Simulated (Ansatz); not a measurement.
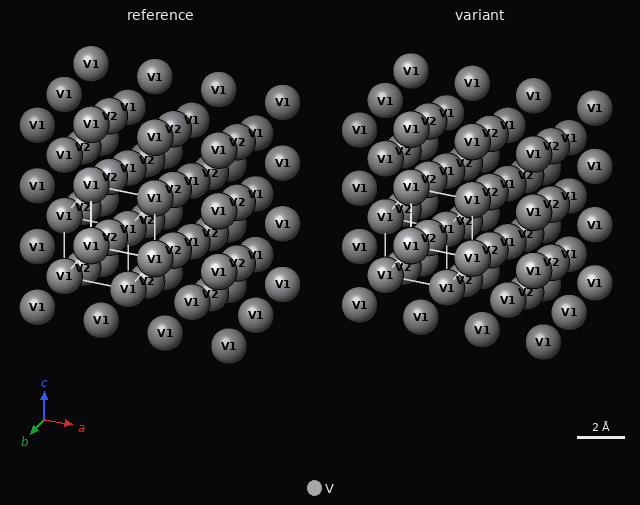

Left: a crystal of V (set up in Im-3m). Right: the same structure after one change, at the same scale. Style: spheres-only. Shown: the cell of the calculation, repeated 3 × 2 × 3 with one cell outlined, from a free direction.

These are results of DFT PBE, scalar-relativistic, plane waves, PAW (Ansatz), not measurements. Settings: plane-wave cutoff 420 eV; k-point mesh 18 × 18 × 18; occupations gaussian; smearing width 0.1 eV; no spin polarisation.

Q: What was changed?

A: Equal strain along all axes, −4.0 %, is applied. Symmetry leaves the atoms no freedom, so this is a single point.

Q: And its effect?

A: Energy change: +123 meV per atom. Pressure: 0.0 GPa before, 28.0 GPa after. All forces vanish by symmetry. Both are metals. Near-neighbour distances before and after: V–V 2.997 → 2.877 Å, V–V 2.596 → 2.492 Å. The space group stays Im-3m (No. 229).
